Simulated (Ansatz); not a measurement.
# How the geometry moves the gap of BAs (F-43m)

How far does the choice of cell move the gap? The case is BAs (F-43m).

Main program and level: Ansatz 0.2.0; PBE, HSE06 and G0W0, plane waves, PAW.

**The experiments to reproduce.**

- Gap 1.82 eV: indirect gap from Tauc plot of optical absorption; UV-visible absorption, indirect Tauc plot; 300 K; bulk crystal (three thin as-grown single crystals with the same absorption edge) (“Photoluminescence mapping and time-domain thermo-photoluminescence for rapid imaging and measurement of thermal conductivity of boron arsenide”, 2019, arxiv:1910.07149).

- Gap 4.12 eV: direct gap from square of absorption coefficient, average of two samples; spectroscopic ellipsometry; 300 K; bulk crystal (CVT-grown opaque bulk crystals) (“Optical properties of cubic boron arsenide”, 2019, arxiv:1911.04914).

- Gap 2.02 eV: indirect gap from square root of absorption coefficient, average of three samples; transmission and reflection spectroscopy; 300 K; bulk crystal (CVT-grown platelets about 10 um thick) (“Optical properties of cubic boron arsenide”, 2019, arxiv:1911.04914).

**1. Starting point**

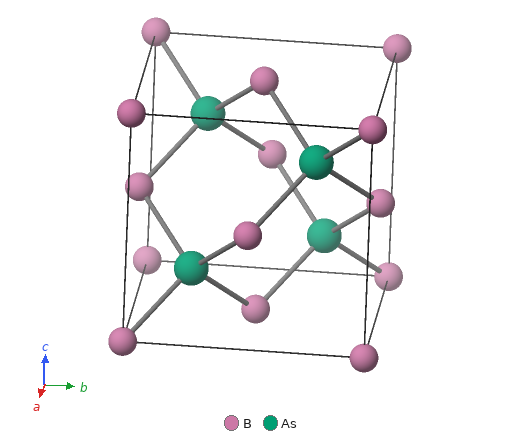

The cell as given, slightly off an axis (boron pink, arsenic teal). This picture shows the conventional cell, with its axes. Bonds to atoms that aren't drawn are left out. Some periodic images of atoms are drawn too.

The cell and positions come from the Crystallography Open Database and are kept as given unless a step says otherwise. The default PAW set here is soft_2. Its files were made with PBE.

**2. PBE bands at the given cell**

The cheap functional maps the bands first; the places of the edges decide which points the dearer methods must see.

This step: DFT, PBE, plane waves, PAW.

Input file input.yaml:

```yaml
crystal:
  lattice:
    - [0.0, 2.3885, 2.3885]
    - [2.3885, 0.0, 2.3885]
    - [2.3885, 2.3885, 0.0]
  atoms:
    - { symbol: B, position: [0.0, 0.0, 0.0] }
    - { symbol: As, position: [0.25, 0.25, 0.25] }
kpoints:
  mp_grid: { grid: [8, 8, 8] }
  band_path:
    path:
      - [[0.0, 0.0, 0.0], [-0.5, -0.5, 0.0], [-0.375, -0.375, 0.25]]
      - [[-0.375, 0.0, 0.375], [0.0, 0.0, 0.0], [0.0, 0.0, 0.5], [-0.5, -0.25, 0.25], [-0.5, -0.5, 0.0]]
    npoints: 10
hamiltonian:
  xc: pbe
scf:
  occupations: { method: fermi_dirac, width: 0.02 }
  n_extra_bands: 4
output:
  eigenvalues: true
  write_density: true
  write_potential: true
  elf: true
  volumetric_format: npy
```

Run with:

```
$ ansatz run input.yaml --threads 3 --pin off --max-ram 92160MiB --backend cuda --events-out ev --progress --plain --runs-dir out --devices 1 --max-vram 13GiB  # rebuilt from the run's record
```

Numbers of over 12 decimals in the logs are rounded to 6 here.

What it wrote:

```text
scf.n_extra_bands = 4 over 9 filled bands (N_el = 18.0): the run solves 13 bands
GPUs: using 1 of 1 available (devices: 1).
Engine: ansatz 0.2.0, x86_64-unknown-linux-gnu
Pseudopotentials: kind: paw
Pseudopotential: B, paw, valence charge 3, recommended cutoff 420 eV (normal), B.paw.azcp
Pseudopotential: As, paw, valence charge 15, recommended cutoff 420 eV (normal), As.paw.azcp
Functional definition: PBE
  parameter kappa = 0.804
  parameter beta = 0.066725
  exchange = pbe_x(kappa = kappa, mu = beta*pi^2/3)
  correlation = pbe_c(beta = beta)
device memory: the entry about to start is reckoned to put 0.7 GiB on a device that reports 50.0 GiB free (of which the cap on the GPU budget leaves the run 13.0 GiB)
GPU FFT provider: cuFFT
GPU libraries: cuBLAS 13.8.2, cuFFT 12.4.0, cuSOLVER 12.3.4
Crystal: 2 atoms, lattice volume = 27.252 Å³
Basis set: ecut = 420 eV, 531 PW (Γ)
Bands: 13, of which v1, the nominal top of the filled ones, is band 9 counted from 1 (8 counted from 0)
Symmetry: 24 space group operations
Space group: F-43m (ITA 216), of the structure as read, at distance tolerance 3.0e-5 Å
k-points: 29 of 512 (time reversal used)
Non-local potential: B, projectors of the file, l = 0: 2, l = 1: 2, l = 2: 1
Non-local potential: As, projectors of the file, l = 0: 2, l = 1: 2, l = 2: 3, l = 3: 1
PAW form: soft (Blöchl's): semilocal exchange-correlation on the pseudo side does not see the compensation charge
PAW one-centre angular grid: B, 110 points (default); XC on 64 Gauss nodes
PAW one-centre angular grid: As, 590 points (default); XC on 64 Gauss nodes
Initial density: superposition of atomic densities (neutral atoms: chi_scale 0, normalization atom), corrected by the library's trained network
Initial wavefunctions: pseudopotential atomic-orbital guess
GPU buffer pool allocated for 13824 grid points (all kernels)
GPU transforms: local potential and band sums: pruned to the plane-wave sphere, on 24×24×24
Functional: x = pbe(κ = 0.804, μ = 0.219515), c = pbe(β = 0.066725)
SCF iter   1: F=—  HF=-5012.097802 eV  |F-HF|=—  |Δ(HF+E_count)|=         —  Δρ=7.60e-4  dr2=8.11e-5  ethr=1.77e-3  ⟨swp⟩=5.3  Hψ=2073  notcnv=0
preconditioner: auto → none  [insulator: Δε(μ)=1.198 eV  Ē_g=12.415 eV  σ=0.020 eV  W_gap=1.00  n_scr=8 (ndim 8)  ℏωp=20.1 eV  f_vac=0.001  D(μ)=0.00/eV (n_scr^D=0)  ε∞_Penn≈3.6]
SCF iter   2: F=—  HF=-5012.098044 eV  |F-HF|=—  |Δ(HF+E_count)|=   2.42e-4  Δρ=4.29e-4  dr2=2.31e-5  ethr=4.51e-7  ⟨swp⟩=2.9  Hψ=1003  notcnv=0
SCF iter   3: F=—  HF=-5012.098078 eV  |F-HF|=—  |Δ(HF+E_count)|=   3.46e-5  Δρ=2.12e-4  dr2=4.80e-6  ethr=1.28e-7  ⟨swp⟩=2.0  Hψ=633  notcnv=0
SCF iter   4: F=—  HF=-5012.098094 eV  |F-HF|=—  |Δ(HF+E_count)|=   1.63e-5  Δρ=3.32e-5  dr2=2.13e-7  ethr=2.67e-8  ⟨swp⟩=2.0  Hψ=493  notcnv=0
iter 5 did not close the SCF: its close was put off for the readings that it lacked (scf_convergence_deferred on its scf_iter line)
SCF iter   5: F=-5012.098094 eV  HF=-5012.098094 eV  |F-HF|=8.37e-9  |Δ(HF+E_count)|=   2.26e-7  Δρ=1.01e-5  dr2=1.93e-8  ethr=1.18e-9  ⟨swp⟩=2.0  Hψ=631  notcnv=0
SCF iter   6: F=-5012.098094 eV  HF=-5012.098094 eV  |F-HF|=1.03e-9  |Δ(HF+E_count)|=   1.39e-8  Δρ=4.47e-6  dr2=2.43e-9  ethr=1.07e-10  ⟨swp⟩=1.0  Hψ=972  notcnv=0
SCF 1 converged in 6 iterations: F = -5012.098094 eV  dr2 = 2.43e-9
[...]
device memory: the entry about to start is reckoned to put 0.7 GiB on a device that reports 50.9 GiB free (of which the cap on the GPU budget leaves the run 13.0 GiB)
NSCF: frozen V_eff on 62 k-points, pencils in batches of 32, up to order 60
SCF converged after 6 iterations
Free energy (F): -5012.098094 eV
Harris-Foulkes:  -5012.098094 eV  (|F-HF|=1.03e-9)
Internal energy: -5012.098094 eV  (E = F + TS)
E sigma→0 (E₀):  -5012.098094 eV
Fermi energy:    11.718365 eV
--- Per-component energies (eV) ---
  E_band       = -210.269108
  E_kinetic    = 152.093860
  E_local      = -1693.940132  (includes V_loc(G=0)·N_el)
  E_nonlocal   = -657.796463
  E_hartree    = 940.051870
  E_xc         = -111.431745
  E_vxc        = -117.663761  (∫ρ·V_xc dr)
  E_paw        = -1915.300495  (= ΣΔE_a)
  E_vpaw       = 226.934933  (= ΣTr[D̂ρ^β])
  E_aug_tail   = 0.000007  (compensation charges beyond the density's cutoff)
  E_ewald      = -1725.774997
  E_smearing   = -0.000000  (= −TS)
  E_closure    = 0.000000  (closes the sum)
  Σ components = -5012.098094   (vs F -5012.098094, Δ=0.00e0)
--- Band table (eV; the first three rows and the last of 29) ---
  k-point 0: bands = [... 5 lower, -4.2770, 11.1267, 11.1267, 11.1267, 14.4073, 14.4073, 14.4073, 15.8003]
  k-point 1: bands = [... 5 lower, -4.0209, 9.1629, 10.6890, 10.6890, 14.5218, 14.9846, 14.9846, 17.0810]
  k-point 2: bands = [... 5 lower, -3.2753, 6.1921, 9.9790, 9.9790, 14.1913, 15.7861, 15.7861, 19.0311]
  k-point 28: bands = [... 5 lower, 0.0640, 3.0745, 5.6456, 5.9402, 16.3925, 17.0683, 17.9428, 18.1741]
```

Wall time 6.1 s (1 × NVIDIA H100 80GB HBM3 (shared by 6 runs) with 3 threads of AMD EPYC 7R13 (Zen 3), shared host); peak memory 0.9 GiB.

Numbers from this step:

```
filled bands         : 9
gap                  : 1.184 eV
valence top at       : Γ
conduction bottom at : k = (-0.400, -0.400, 0.000)
least direct gap     : 3.281 eV
```

The gap is indirect, with the least direct gap 2.10 eV higher.

**3. The relaxed cell**

Cell and ions were relaxed with PBE; that run is not shown. It left this cell:

It takes space group F-43m (No. 216, cubic). The conventional cell has a = 4.809 Å, b = 4.809 Å, c = 4.809 Å, α = 90.00°, β = 90.00°, γ = 90.00°. B has 4 As at 2.08 Å nearest. Nearest to As lie 4 B at 2.08 Å. Farther neighbours are not listed.

**4. PBE at the relaxed cell**

The cell differs from the one that the last finished run ended in (a 3.378 → 3.400 Å, b 3.378 → 3.400 Å, c 3.378 → 3.400 Å).

input.yaml, the sections that differ from step 2:

```yaml
crystal:
  lattice:
    - [0.0, 2.4044053323, 2.4044053323]
    - [2.4044053323, 0.0, 2.4044053323]
    - [2.4044053323, 2.4044053323, 0.0]
  atoms:
    - { symbol: B, position: [0.0, 0.0, 0.0] }
    - { symbol: As, position: [0.25, 0.25, 0.25] }
output:
  eigenvalues: true
# kpoints, hamiltonian, scf: as in step 2
```

What it wrote:

```text
[...]
GPUs: using 1 of 1 available (devices: 1).
[...]
GPU FFT provider: cuFFT
GPU libraries: cuBLAS 13.8.2, cuFFT 12.4.0, cuSOLVER 12.3.4
Crystal: 2 atoms, lattice volume = 27.801 Å³
Basis set: ecut = 420 eV, 537 PW (Γ)
Bands: 13, of which v1, the nominal top of the filled ones, is band 9 counted from 1 (8 counted from 0)
[... 1 set-up line as in the run before ...]
[...]
Fermi energy:    11.412472 eV
[...]
--- Band table (eV; the first three rows and the last of 29) ---
  k-point 0: bands = [... 5 lower, -4.4122, 10.8114, 10.8114, 10.8114, 14.0674, 14.0674, 14.0674, 15.2336]
  k-point 1: bands = [... 5 lower, -4.1608, 8.8657, 10.3836, 10.3836, 14.1262, 14.6327, 14.6327, 16.5743]
  k-point 2: bands = [... 5 lower, -3.4298, 5.9390, 9.6868, 9.6868, 13.7713, 15.4267, 15.4267, 18.5734]
  k-point 28: bands = [... 5 lower, -0.1839, 2.8495, 5.4509, 5.7409, 16.0723, 16.6441, 17.5837, 17.7345]
[key lines of the parts left out:]
SCF converged after 6 iterations
Free energy (F): -5012.102822 eV
```

Wall time 2.8 s (1 × NVIDIA H100 80GB HBM3 (shared by 6 runs) with 3 threads); peak memory 0.88 GiB.

Numbers from this step:

* gap: 1.204 eV
* valence top at: Γ
* conduction bottom at: k = (-0.400, -0.400, 0.000)
* least direct gap: 3.256 eV

The gap is indirect, with the least direct gap 2.05 eV higher.

**5. HSE06 at the relaxed cell**

HSE06 mixes in a quarter of exact exchange at short range. Exchange couples all pairs of k points, which makes a full band path dear, so levels are read on the mesh and at chosen points.

This step: DFT, HSE06, plane waves, PAW.

input.yaml, the sections that differ from step 4:

```yaml
kpoints:
  mp_grid: { grid: [6, 6, 6] }
  band_path:
    path:
      - [0.0, 0.0, 0.0]
      - [-0.5, -0.5, 0.0]
      - [-0.375, -0.375, 0.25]
      - [-0.375, 0.0, 0.375]
      - [0.0, 0.0, 0.5]
      - [-0.5, -0.25, 0.25]
      - [-0.4, -0.4, 0.0]
    npoints: 1
hamiltonian:
  xc: hse06
scf:
  occupations: { method: fixed }
  n_extra_bands: 4
# crystal, output: as in step 4
```

What it wrote:

```text
[...]
GPUs: using 1 of 1 available (devices: 1).
[...]
davidson cushion auto → on  (no smearing: the cushion is to keep the highest requested band from converging to the state above it; pin scf.eigensolver.cushion to override)
[...]
GPU FFT provider: cuFFT
GPU libraries: cuBLAS 13.8.2, cuFFT 12.4.0, cuSOLVER 12.3.4
Crystal: 2 atoms, lattice volume = 27.801 Å³
Basis set: ecut = 420 eV, 537 PW (Γ)
[...]
E sigma→0 (E₀):  -5013.469335 eV
Fermi energy:    10.429122 eV
[...]
--- Band table (eV; the first three rows and the last of 16) ---
  k-point 0: bands = [... 5 lower, -6.3288, 10.4291, 10.4291, 10.4291, 14.5203, 14.5203, 14.5203, 16.0257]
  k-point 1: bands = [... 5 lower, -5.8376, 7.2698, 9.7195, 9.7195, 14.5306, 15.4556, 15.4556, 18.0940]
  k-point 2: bands = [... 5 lower, -4.4618, 3.1222, 8.8118, 8.8118, 14.0504, 16.1686, 16.1686, 20.2700]
  k-point 15: bands = [... 5 lower, -1.6037, 1.3880, 4.9302, 5.1432, 15.0123, 15.2712, 20.2309, 20.4562]
[key lines of the parts left out:]
Free energy (F): -5013.469335 eV
```

Wall time 12 s (1 × NVIDIA H100 80GB HBM3 (shared by 6 runs) with 3 threads); peak memory 1.1 GiB; 15 s of CPU time.

This step gave:

- gap: 1.848 eV
- valence top at: Γ
- conduction bottom at: k = (-0.400, -0.400, 0.000)
- least direct gap: 4.091 eV

The gap stands +0.64 eV against PBE.

**6. G0W0 at the relaxed cell**

Now the one-shot GW correction: screening in the RPA, then the self-energy of the levels asked for.

This step: G0W0 on PBE, plane waves, PAW.

Input file input.yaml:

```yaml
crystal:
  lattice:
    - [0.0, 2.4044053323, 2.4044053323]
    - [2.4044053323, 0.0, 2.4044053323]
    - [2.4044053323, 2.4044053323, 0.0]
  atoms:
    - { symbol: B, position: [0.0, 0.0, 0.0] }
    - { symbol: As, position: [0.25, 0.25, 0.25] }
kpoints:
  mp_grid: { grid: [6, 6, 6] }
hamiltonian:
  xc: pbe
scf:
  occupations: { method: fixed }
gw:
  n_empty_bands: 82
  ecut_chi: 120
  qp_bands: [v2, c2]
  qp_kpoints: band_edges
  screening: { model: contour_deformation }
```

What it wrote:

```text
GPUs: using 1 of 1 available (devices: 1).
[...]
GPU FFT provider: cuFFT
GPU libraries: cuBLAS 13.8.2, cuFFT 12.4.0, cuSOLVER 12.3.4
Crystal: 2 atoms, lattice volume = 27.801 Å³
Basis set: ecut = 420 eV, 537 PW (Γ)
Bands: 13, of which v1, the nominal top of the filled ones, is band 9 counted from 1 (8 counted from 0)
[... 1 set-up line as in the run before ...]
[...]
k-points: 16 of 216 (time reversal used)
[...]
1    11     14.9416    -8.9700    -4.6075   -13.9421  0.7851    15.3077    15.3062  root
[...]
12     8      6.8228   -16.7457     2.4632   -13.6307  0.7637     6.1649     6.1709  root
    12     9      6.8228   -16.7457     2.4632   -13.6307  0.7637     6.1649     6.1709  root
    12    10     12.2774    -7.8659    -4.0279   -11.9488  0.8029    12.3325    12.3324  root
    12    11     12.2814    -7.5769    -4.1251   -11.8565  0.8070    12.4360    12.4358  root
[key lines of the parts left out:]
SCF converged after 6 iterations
Free energy (F): -5012.086400 eV
Fermi energy:    10.816523 eV
```

The job ended after 14 s (1 × NVIDIA H100 80GB HBM3 (shared by 6 runs) with 3 threads; peak memory 1 GiB).

Numbers from this step:

| Item | Value |
| --- | --- |
| bands summed | 91 |
| RPA ε∞ on this mesh (eigenvalues) | 10.71, 10.71, 10.71 |
| plane waves in the screening matrix | 65 |
| G0W0 gap on the mesh | 1.887 eV |
| k of the valence top | 0, 0, 0 |
| k of the conduction bottom | 0, 0.3333, 0.3333 |
| starting gap on the mesh | 1.297 eV |
| least direct G0W0 gap on the computed points | 4.043 eV |

The gap on the mesh goes from 1.30 eV to 1.89 eV, a correction of +0.59 eV. Between the two edge states, bare exchange in place of the xc potential would open the gap by 5.47 eV, and correlation takes back 4.88 eV. The start differs from the 1.20 eV found before because this mesh misses an edge.

**7. G0W0 at the given cell**

input.yaml, the sections that differ from step 6:

```yaml
crystal:
  lattice:
    - [0.0, 2.3885, 2.3885]
    - [2.3885, 0.0, 2.3885]
    - [2.3885, 2.3885, 0.0]
  atoms:
    - { symbol: B, position: [0.0, 0.0, 0.0] }
    - { symbol: As, position: [0.25, 0.25, 0.25] }
gw:
  n_empty_bands: 81
  ecut_chi: 120
  qp_bands: [v2, c2]
  qp_kpoints: band_edges
  screening: { model: contour_deformation }
# kpoints, hamiltonian, scf: as in step 6
```

What it wrote:

```text
GPUs: using 1 of 1 available (devices: 1).
[...]
GPU FFT provider: cuFFT
GPU libraries: cuBLAS 13.8.2, cuFFT 12.4.0, cuSOLVER 12.3.4
Crystal: 2 atoms, lattice volume = 27.252 Å³
Basis set: ecut = 420 eV, 531 PW (Γ)
Bands: 13, of which v1, the nominal top of the filled ones, is band 9 counted from 1 (8 counted from 0)
[... 1 set-up line as in the run before ...]
[...]
k-points: 16 of 216 (time reversal used)
[...]
1    11     15.2984    -9.0525    -4.6094   -14.0341  0.7868    15.6719    15.6705  root
[...]
12     8      7.0555   -16.8511     2.4910   -13.7043  0.7652     6.3937     6.3997  root
    12     9      7.0555   -16.8511     2.4910   -13.7043  0.7652     6.3937     6.3997  root
    12    10     12.5682    -7.9415    -4.0343   -12.0336  0.8042    12.6261    12.6261  root
    12    11     12.5786    -7.6522    -4.1311   -11.9417  0.8086    12.7372    12.7370  root
[key lines of the parts left out:]
SCF converged after 6 iterations
Free energy (F): -5012.081585 eV
Fermi energy:    11.131865 eV
```

Wall time 13 s (1 × NVIDIA H100 80GB HBM3 (shared by 6 runs) with 3 threads); peak memory 1 GiB.

This step gave:

| Quantity | Value |
| --- | --- |
| bands summed | 90 |
| RPA ε∞ on this mesh (eigenvalues) | 10.60, 10.60, 10.60 |
| plane waves in the screening matrix | 65 |
| G0W0 gap on the mesh | 1.872 eV |
| k of the valence top | 0, 0, 0 |
| k of the conduction bottom | 0, 0.3333, 0.3333 |
| starting gap on the mesh | 1.281 eV |
| least direct G0W0 gap on the computed points | 4.070 eV |

The gap on the mesh goes from 1.28 eV to 1.87 eV, a correction of +0.59 eV. Between the two edge states, bare exchange in place of the xc potential would open the gap by 5.49 eV, and correlation takes back 4.90 eV. The start differs from the 1.18 eV found before because this mesh misses an edge.

**8. Together**

G0W0 rows are gaps on the mesh, lowered by the amount that the mesh misses the start's edges, a rough step that assumes the same correction there.

| level | given cell (eV) | relaxed cell (eV) | change (eV) |
| --- | --- | --- | --- |
| PBE | 1.18 | 1.20 | +0.02 |
| HSE06 | - | 1.85 | - |
| G0W0@PBE | 1.78 | 1.79 | +0.02 |

**9. Summary of results**

```yaml
volume_change: +2.0 %
pbe_given_cell: 1.18 eV
pbe_relaxed_cell: 1.20 eV
hse06_relaxed_cell: 1.85 eV
g0w0_pbe_relaxed_cell: 1.79 eV
g0w0_pbe_given_cell: 1.78 eV
known_limits: not at the basis limit; no spin-orbit coupling
```

Relaxation changes the volume by +2.0 % and the gap by +0.02 eV (PBE) and +0.02 eV (G0W0@PBE). Against experiment, by G0W0@PBE at the given cell: the gap of 1.78 eV lies −0.04 eV from the measured 1.82 eV (indirect, 300 K, 2019); the gap of 1.78 eV lies −0.24 eV from the measured 2.02 eV (indirect, 300 K, 2019). The calculation has static nuclei and no excitons; a measured gap holds zero-point and thermal motion, which mostly lowers it. Bands and cutoff are finite, so the gap is not at the basis limit. The miss can reach some tenths of an eV and take either sign; the mesh is an error of its own. The many-body steps are scalar-relativistic: spin-orbit coupling is not in them.

[Paths, hosts, dates, memory and timing lines, banners, echoed tables and standing remarks are left out of the program output.]

[Logs are printed without paths, hosts, clocks, repeated set-up lines and the standing remarks that a program may print on its own settings, such as how far it seeks lower states.]

[Runs of the session that timed out or met a known fault of the program may be left out.]

[Cells called generated may have been cut or substituted from an entry of the Crystallography Open Database or the Materials Project.]

[Hosts, paths, dates, database ids (printed as entryN), source tags and the programs' standing remarks are cut or masked in the printed files.]
